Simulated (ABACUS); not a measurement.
# A series of single points on Pr

System: Pr (I4/mmm, 1 atom in the cell).
Method: Kohn-Sham DFT of a periodic cell, PBE, PseudoDojo NC SR 0.4.1 PBE standard, lanthanides 3+ (f in core), spin-polarised (ABACUS 3.10.1).

The 7 runs differ only in the geometry, by an even scaling of the cell at fixed fractional positions. The structure derives from a Materials Project entry.

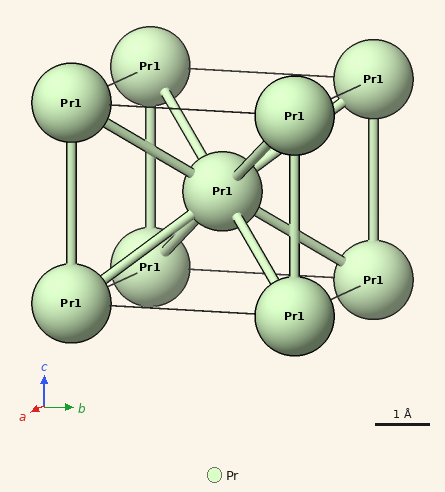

Figure 1. The structure of run 4 (ball-and-stick view of the cell 2 times as large as that of the calculation, set on its symmetry axes, seen slightly off an axis; atoms are numbered from 1 in the order of the input).

### Input file of run 4
```
INPUT_PARAMETERS
suffix              Pr
calculation         scf
basis_type          pw
pseudo_dir          ./
symmetry            1
dft_functional      pbe
ecutwfc             49
pseudo_rcut         10
nspin               2
nbands              10
ks_solver           dav
smearing_method     fd
smearing_sigma      0.00367493
scf_thr             1e-08
scf_nmax            100
mixing_type         broyden
mixing_beta         0.4
cal_force           1
cal_stress          1
kpar                4
```

### File STRU of run 4
```
ATOMIC_SPECIES
Pr 140.9077 Pr.upf

LATTICE_CONSTANT
1.8897261246

LATTICE_VECTORS
-2.1944725387 2.1944725387 1.8859478524
2.1944725387 -2.1944725387 1.8859478524
2.1944725387 2.1944725387 -1.8859478524

ATOMIC_POSITIONS
Direct

Pr
0.0
1
0.0000000000 0.0000000000 0.0000000000 1 1 1 mag 0
```

### File KPT of run 4
```
K_POINTS
0
Gamma
9 9 9 0 0 0
```

Command:
```bash
OMP_NUM_THREADS=1 mpirun -np 4 abacus > log
```

Run 2 differs from it as follows:
```diff
--2.1944725387 2.1944725387 1.8859478524
-2.1944725387 -2.1944725387 1.8859478524
-2.1944725387 2.1944725387 -1.8859478524
+-2.1648138687 2.1648138687 1.8604589461
+2.1648138687 -2.1648138687 1.8604589461
+2.1648138687 2.1648138687 -1.8604589461
```

### Results, with one run withheld

| run | volume per atom (Å³) | free energy per atom, from the lowest run given (meV) | pressure (GPa) |
| --- | --- | --- | --- |
| 1 | 34.149 | 9.56 | 1.81 |
| 2 | 34.876 | ? | ? |
| 3 | 35.602 | 0.00 | 0.33 |
| 4 | 36.329 | 0.00 | −0.33 |
| 5 | 37.055 | 2.85 | −0.93 |
| 6 | 37.782 | 8.32 | −1.48 |
| 7 | 38.508 | 16.20 | −1.99 |

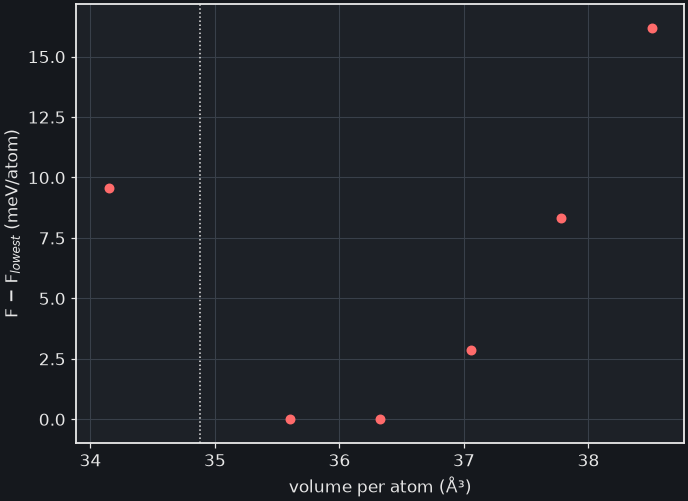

Figure 2. Free energy per atom of the runs given; the dotted line marks run 2.

Estimate the energy of run 2 from the others.

A cubic polynomial in V^(−2/3) (the Birch–Murnaghan form), fitted to the 6 runs given, misses them by under 0.01 meV per atom. With x = V^(−2/3) − 0.09084 Å⁻², it reads F = 0.49724 − 1845.3 x + 9.8469e+05 x² − 4.6395e+06 x³ (meV per atom). At run 2 it gives 3.09 meV per atom, and the run itself gives 3.10. The slope of the fit gives a pressure −dF/dV of 1.04 GPa there, and the run prints 1.04 GPa. The fit has its minimum at 35.963 Å³ per atom, where V d²F/dV² gives 32.4 GPa. Cell shape and fractional positions are held, so this is the stiffness under even scaling; the relaxed bulk modulus wasn't computed.

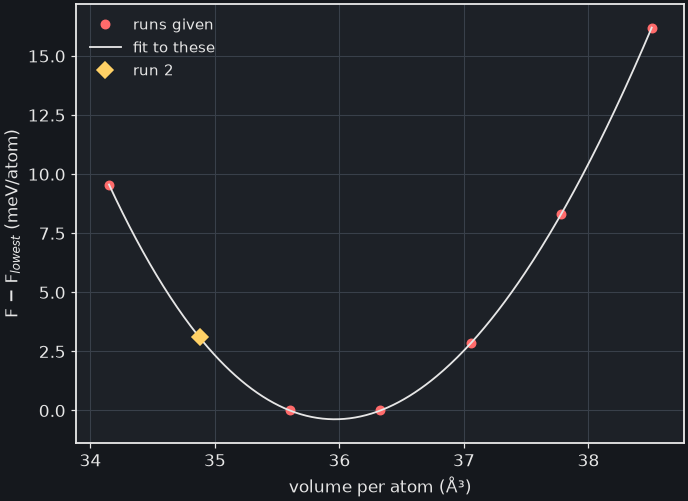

Figure 3. The fit and the withheld run.

### Some lines of the output (run 2)
```
[...]
                             Volume (A^3) = 34.8755
 E_Fermi        0.8221751760         11.1862671477
 E_Fermi        0.8199716982         11.1562872947
 E_Fermi        0.8190591099         11.1438708936
 E_Fermi        0.8180855503         11.1306249350
 E_Fermi        0.8181215421         11.1311146296
 E_Fermi        0.8181923732         11.1320783356
 E_Fermi        0.8181888131         11.1320298975
 E_KS(sigma->0) -73.6841271577       -1002.5239815008
 E_Fermi        0.8181829222         11.1319497483
 final etot is -1002.531867 eV
 EFERMI = 11.131949748 eV
 TOTAL-PRESSURE: 10.408855 KBAR
 !FINAL_ETOT_IS -1002.5318669575613058 eV
```

Notes: Points of doubt noted for this run: f electrons in core.
